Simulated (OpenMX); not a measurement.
System: Nb (slab).

```yaml
crystal:
  lattice:
    - [2.99106, 0.00000, 0.00000]
    - [-1.49553, 2.59034, 0.00000]
    - [0.00000, 0.00000, 24.76877]
  atoms:
    - { symbol: Nb, position: [0.66667, 0.33333, 0.30280] }
    - { symbol: Nb, position: [0.33333, 0.66667, 0.40140] }
    - { symbol: Nb, position: [0.00000, 0.00000, 0.50000] }
    - { symbol: Nb, position: [0.66667, 0.33333, 0.59860] }
    - { symbol: Nb, position: [0.33333, 0.66667, 0.69720] }
```

All numbers below come from Kohn-Sham DFT of a periodic cell, PBE, OpenMX 2013 PBE set in OpenMX 3.8.5.

**What can the converged valence pseudo-density tell about the bonding?**

Nb–Nb (2.99 Å): ρ is about 0.25 e/Å³ halfway.

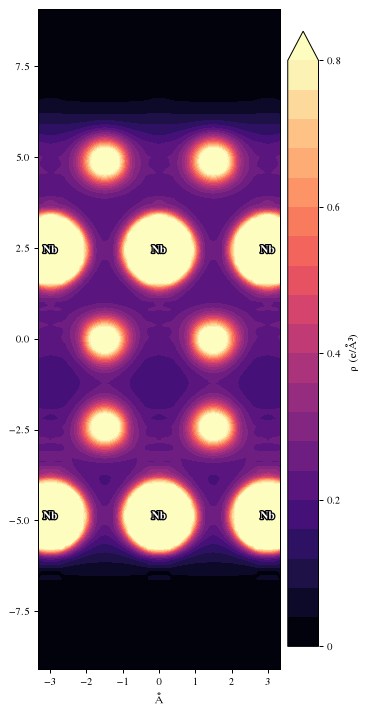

Computed valence pseudo-density on the (010) plane of the calculation cell, a cut from vacuum to vacuum. Atoms just off the plane (Nb, 0.9 Å away) can leave unmarked features too.
